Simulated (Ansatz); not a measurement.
## Single-point calculation of WSe₂

WSe₂ (P6₃/mmc, 6 atoms in the cell), computed with DFT PBE+D3(BJ), scalar-relativistic, plane waves, PAW, no spin polarisation (Ansatz 0.2.0).

The structure was made by swapping elements on the sites of another compound; it need not be a known phase. It belongs to a series of runs on one base structure; here: S -> Se on all its sites, cell and atoms relaxed. Figures and captions count atoms from 1; the log counts them from 0 in places.

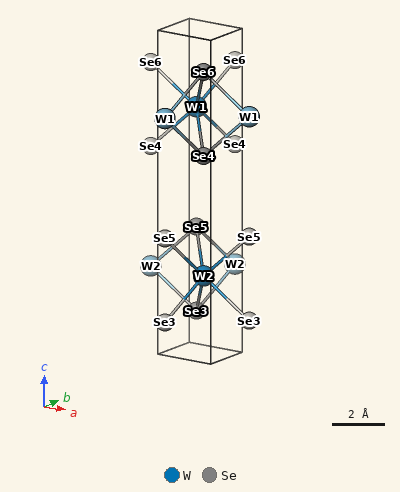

*The input geometry (ball-and-stick view of the cell of the calculation, seen slightly off an axis; neighbours outside the cell are drawn fainter; atoms are numbered from 1 in the order of the input).*

Near neighbours in the crystal (not all of them lie inside the picture): W has 6 Se at 2.54 Å; Se has 3 W at 2.54 Å.

### Results in brief

```json
{"quantity": "outcome", "value": "converged"}
{"quantity": "space group (tolerance 0.01 Å)", "value": "P6₃/mmc (194)"}
{"quantity": "electrons treated", "value": "92"}
{"quantity": "free energy", "value": "−42651.9747 eV"}
{"quantity": "Fermi energy", "value": "13.429 eV"}
{"quantity": "gap on the k-point mesh", "value": "0.91 eV"}
{"quantity": "pressure", "value": "−1.21 GPa"}
{"quantity": "largest force (length of the vector)", "value": "0.193 eV/Å"}
{"quantity": "hardware", "value": "1 thread of Arm Neoverse V2, 24 GiB of memory available, shared host"}
{"quantity": "wall time", "value": "4.2 s"}
{"quantity": "peak memory", "value": "0.4 GiB"}
```

### Remarks

Spin–orbit coupling is left out, which matters for W.

### Input file
```yaml
crystal:
  lattice:
    - [3.3224014218, 0.0, 0.0]
    - [-1.6612007109, 2.8772840328, 0.0]
    - [0.0, 0.0, 12.7830691883]
  atoms:
    - { symbol: W, position: [0.3333333333, 0.6666666667, 0.75] }
    - { symbol: W, position: [0.6666666667, 0.3333333333, 0.25] }
    - { symbol: Se, position: [0.3333333333, 0.6666666667, 0.1202472841] }
    - { symbol: Se, position: [0.6666666667, 0.3333333333, 0.6202472841] }
    - { symbol: Se, position: [0.3333333333, 0.6666666667, 0.3797527159] }
    - { symbol: Se, position: [0.6666666667, 0.3333333333, 0.8797527159] }
basis:
  ecutwfc: 420
kpoints:
  mp_grid: { grid: [6, 6, 2] }
hamiltonian:
  xc: pbe
  dispersion: d3bj
scf:
  occupations: { method: gaussian, width: 0.1 }
output:
  forces: true
  stress: true
  eigenvalues: true
```

Command:
```bash
ansatz run input.yaml --threads 1 --pin off --max-ram 2560MiB --backend cpu --events-out ev --progress --plain --runs-dir out
```

### What the program printed
```
Engine: ansatz 0.2.0, aarch64-unknown-linux-gnu
Pseudopotentials: kind: paw
Pseudopotential: W, paw, valence charge 14, recommended cutoff 420 eV (normal), W.paw.azcp
Pseudopotential: Se, paw, valence charge 16, recommended cutoff 420 eV (normal), Se.paw.azcp
Functional definition: PBE
  parameter kappa = 0.804
  parameter beta = 0.06672455060314922
  exchange = pbe_x(kappa = kappa, mu = beta*pi^2/3)
  correlation = pbe_c(beta = beta)
Crystal: 6 atoms, lattice volume = 122.200 Å³
Basis set: ecut = 420 eV, 2419 PW (Γ), exchange–correlation on 48×48×180 points (8 copies of the dense FFT grid, shifted against one another)
Bands: 56, of which v1, the nominal top of the filled ones, is band 46 counted from 1 (45 counted from 0)
Symmetry: 24 space group operations
Space group: P63/mmc (ITA 194), of the structure as read, at distance tolerance 5.0e-5 Å
k-points: 14 of 72
Non-local potential: W, projectors of the file, l = 0: 3, l = 1: 2, l = 2: 2, l = 3: 1
Non-local potential: Se, projectors of the file, l = 0: 2, l = 1: 2, l = 2: 3, l = 3: 1
PAW form: soft (Blöchl's): semilocal exchange-correlation on the pseudo side does not see the compensation charge
PAW one-centre angular grid: W, 590 points (default); XC on 64 Gauss nodes
PAW one-centre angular grid: Se, 590 points (default); XC on 64 Gauss nodes
Initial density: superposition of atomic densities (neutral atoms: chi_scale 0, normalization atom), corrected by the library's trained network
Initial wavefunctions: pseudopotential atomic-orbital guess
Functional: x = pbe(κ = 0.804, μ = 0.2195149727645171), c = pbe(β = 0.06672455060314922)
SCF iter   1: F=—  HF=-42651.961939 eV  |F-HF|=—  |Δ(HF+E_count)|=         —  Δρ=4.28e-3  dr2=6.43e-3  ethr=1.77e-3  ⟨swp⟩=5.9  Hψ=2774  notcnv=0
preconditioner: auto → Resta (q_TF=auto, 2.602 Å⁻¹)  ε∞=6.1  [insulator: Δε(μ)=0.911 eV  Ē_g=8.932 eV  σ=0.100 eV  W_gap=1.00  n_scr=40 (ndim 8)  ℏωp=20.2 eV  f_vac=0.041  D(μ)=0.00/eV (n_scr^D=0)  ε∞_Penn≈6.1]
SCF iter   2: F=—  HF=-42651.970509 eV  |F-HF|=—  |Δ(HF+E_count)|=   8.57e-3  Δρ=2.49e-3  dr2=1.86e-3  ethr=6.99e-6  ⟨swp⟩=2.1  Hψ=1262  notcnv=0
SCF iter   3: F=—  HF=-42651.974755 eV  |F-HF|=—  |Δ(HF+E_count)|=   4.25e-3  Δρ=5.64e-4  dr2=8.25e-4  ethr=2.03e-6  ⟨swp⟩=2.0  Hψ=998  notcnv=0
automatic band count: iteration 3 solves 54 bands in place of 56: the levels show a gap, and the empty bands left out lie too high to hold charge; the band table lists the bands solved (type scf.n_extra_bands for more)
SCF iter   4: F=—  HF=-42651.974705 eV  |F-HF|=—  |Δ(HF+E_count)|=   4.96e-5  Δρ=8.63e-5  dr2=6.04e-6  ethr=8.97e-7  ⟨swp⟩=2.8  Hψ=1320  notcnv=0
SCF iter   5: F=—  HF=-42651.974703 eV  |F-HF|=—  |Δ(HF+E_count)|=   1.62e-6  Δρ=3.31e-5  dr2=9.59e-7  ethr=6.57e-9  ⟨swp⟩=2.0  Hψ=1066  notcnv=0
SCF iter   6: F=-42651.974706 eV  HF=-42651.974706 eV  |F-HF|=8.37e-8  |Δ(HF+E_count)|=   2.24e-6  Δρ=6.29e-6  dr2=5.82e-8  ethr=1.09e-10  ⟨swp⟩=4.6  Hψ=3185  notcnv=0
SCF 1 converged in 6 iterations: F = -42651.974706 eV  dr2 = 5.82e-8
  greatest PAW one-centre occupation: 1.000 electrons in one spin orbital (limit 2), on the Se atom at site 5 (counted from 0), in its partial waves of l = 2
SCF converged after 6 iterations
Free energy (F): -42651.974706 eV
Harris-Foulkes:  -42651.974706 eV  (|F-HF|=8.37e-8)
Internal energy: -42651.974706 eV  (E = F + TS)
E sigma→0 (E₀):  -42651.974706 eV
Fermi energy:    13.429073 eV
--- Per-component energies (eV) ---
  E_band       = -1690.653241
  E_kinetic    = 1378.172866
  E_local      = -11345.593492  (includes V_loc(G=0)·N_el)
  E_nonlocal   = -2379.583278
  E_hartree    = 5452.737521
  E_xc         = -952.684615
  E_vxc        = -873.090782  (∫ρ·V_xc dr)
  E_paw        = -24771.171799  (= ΣΔE_a)
  E_vpaw       = 623.964144  (= ΣTr[D̂ρ^β])
  E_aug_tail   = -0.002471  (compensation charges beyond the density's cutoff)
  E_ewald      = -10031.070880
  E_disp       = -2.778558  (pairwise vdW)
  E_smearing   = -0.000000  (= −TS)
  E_closure    = -0.000000  (closes the sum)
  Σ components = -42651.974706   (vs F -42651.974706, Δ=0.00e0)
--- Forces (eV/Å), atoms counted from 1 ---
  atom   1  W     -0.00000000    -0.00000000     0.00000000
  atom   2  W      0.00000000     0.00000000     0.00000000
  atom   3  Se     0.00000000    -0.00000000    -0.19315030
  atom   4  Se    -0.00000000     0.00000000    -0.19315030
  atom   5  Se     0.00000000    -0.00000000     0.19315030
  atom   6  Se    -0.00000000     0.00000000     0.19315030
  max |Σ_I F_I| component: 2.78e-17 eV/Å
--- Stress (GPa, compression-positive) ---
       -2.412268      -0.000000       0.000000
        0.000000      -2.412268       0.000000
        0.000000       0.000000       1.198952
  P = ⅓ Tr σ = -1.2085 GPa (-12.085 kbar)
--- Band table (eV; the first three rows and the last of 14) ---
  k-point 0: bands = ["-61.4074", "-61.4074", "-34.9758", "-34.9758", "-34.9758", "-34.9758", "-34.9752", "-34.9752", "-34.9752", "-34.9752", "-34.9463", "-34.9463", "-34.9459", "-34.9459", "-34.9450", "-34.9450", "-34.9447", "-34.9447", "-34.9339", "-34.9336", "-34.9315", "-34.9312", "-25.6779", "-25.6779", "-25.5758", "-25.5758", "-25.5758", "-25.5758", "-2.3529", "-2.0731", "-1.1664", "-0.6966", "5.7834", "6.9846", "9.3324", "10.1121", "10.1121", "10.1336", "10.1336", "11.2142", "11.2142", "11.2809", "11.2809", "11.9050", "12.0300", "12.9826", "15.4221", "15.4221", "15.4763", "15.4763", "15.5263", "15.5263", "15.7689", "15.7689"]
  k-point 1: bands = ["-61.4074", "-61.4074", "-34.9758", "-34.9758", "-34.9758", "-34.9758", "-34.9752", "-34.9752", "-34.9752", "-34.9752", "-34.9461", "-34.9461", "-34.9461", "-34.9461", "-34.9448", "-34.9448", "-34.9448", "-34.9448", "-34.9337", "-34.9337", "-34.9314", "-34.9314", "-25.6779", "-25.6779", "-25.5758", "-25.5758", "-25.5758", "-25.5758", "-2.2354", "-2.2354", "-0.9123", "-0.9123", "6.2788", "6.2788", "10.1226", "10.1226", "10.1226", "10.1226", "10.4219", "10.4219", "11.2476", "11.2476", "11.2476", "11.2476", "12.7961", "12.7961", "15.4271", "15.4271", "15.4271", "15.4271", "15.6690", "15.6690", "15.6690", "15.6690"]
  k-point 2: bands = ["-61.4052", "-61.4052", "-34.9756", "-34.9755", "-34.9754", "-34.9753", "-34.9748", "-34.9747", "-34.9742", "-34.9742", "-34.9465", "-34.9464", "-34.9461", "-34.9461", "-34.9456", "-34.9453", "-34.9452", "-34.9448", "-34.9334", "-34.9332", "-34.9310", "-34.9307", "-25.6668", "-25.6668", "-25.6294", "-25.6294", "-25.5882", "-25.5882", "-1.9600", "-1.6863", "-0.9520", "-0.5297", "6.2803", "7.4599", "8.9222", "9.0366", "9.1119", "10.0458", "10.4633", "10.5177", "10.6268", "10.7154", "11.0217", "11.8890", "11.9190", "12.2456", "14.5562", "14.9984", "15.0631", "15.2554", "15.3667", "15.4139", "15.9349", "16.1489"]
  k-point 13: bands = ["-61.3974", "-61.3974", "-34.9742", "-34.9742", "-34.9731", "-34.9731", "-34.9729", "-34.9729", "-34.9728", "-34.9728", "-34.9479", "-34.9479", "-34.9468", "-34.9468", "-34.9459", "-34.9459", "-34.9459", "-34.9459", "-34.9318", "-34.9318", "-34.9291", "-34.9291", "-25.7356", "-25.7356", "-25.7100", "-25.7100", "-25.6279", "-25.6279", "-0.0222", "-0.0222", "0.1289", "0.1289", "7.1759", "7.1759", "7.2700", "7.2700", "8.2087", "8.2087", "8.5004", "8.5004", "9.5266", "9.5266", "10.2149", "10.2149", "12.5209", "12.5209", "14.0593", "14.0593", "15.3656", "15.3656", "16.0241", "16.0241", "17.1559", "17.1559"]
```

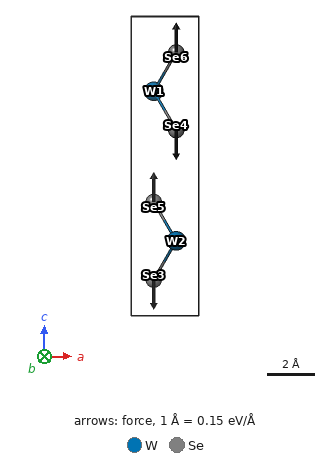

*Forces on the atoms as black arrows (ball-and-stick view of the cell of the calculation, along the b axis; atoms are numbered from 1 in the order of the input).*

The largest act on all 4 Se atoms (0.19 eV/Å). The geometry is not a stationary point of this energy.
